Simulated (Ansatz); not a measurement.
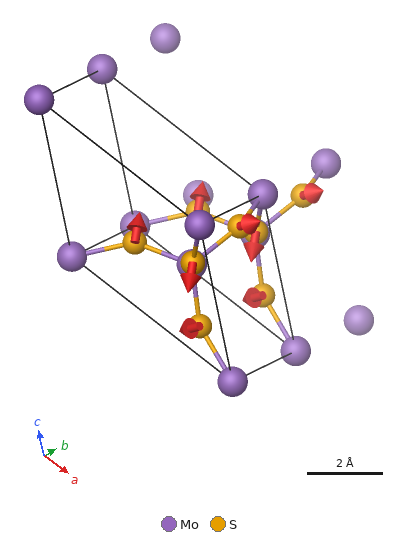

This is a relaxation of crystalline MoS₂ (built on the SiO2-122 type type). The starting structure is drawn; red arrows show the displacements (the part carried along by the change of the cell is left out), at their true length.

Style: ball-and-stick. Shown: the cell of the calculation, repeated 1 × 2 × 1 with one cell outlined, slightly off an axis.

Theory: DFT, PBEsol, plane waves, PAW in Ansatz 0.2.0. (plane-wave cutoff 420 eV; k-point mesh 6 × 6 × 6; occupations fermi dirac; smearing width 0.03 eV; no spin polarisation; cell and atoms relaxed; force threshold 0.01 eV/Å; at most 120 steps)

> Describe the change and its energy.

The energy falls by 5885 meV per atom in 11 accepted moves (13 points after the start). The largest force component goes from 14 to 0.0023 eV/Å. Pressure: 163.91 GPa at the start and −0.02 GPa at the end. The SCF was repeated twice at an unchanged geometry on a basis and grid sized afresh for the cell, which shifted the energy by 4.3 meV per atom at most. The largest moves relative to the cell, 0.88 Å, are those of S atoms. Mo stays in place. Cell: a = b = c 5.481 → 6.111 Å (+11.5 %), α 121.4° → 130.0°, β 121.4° → 130.0°, γ 87.6° → 73.4°. Volume +14.9 %. Among the contacts that change: S–S 2.876 → 3.774 Å, S–S 2.837 → 3.622 Å, Mo–S 1.745 → 2.250 Å. Bond angles that change, for instance: Mo–S–Mo 145.4° → 104.6°, S–Mo–S 110.9° → 114.0°. The space group stays I-42d (No. 122).
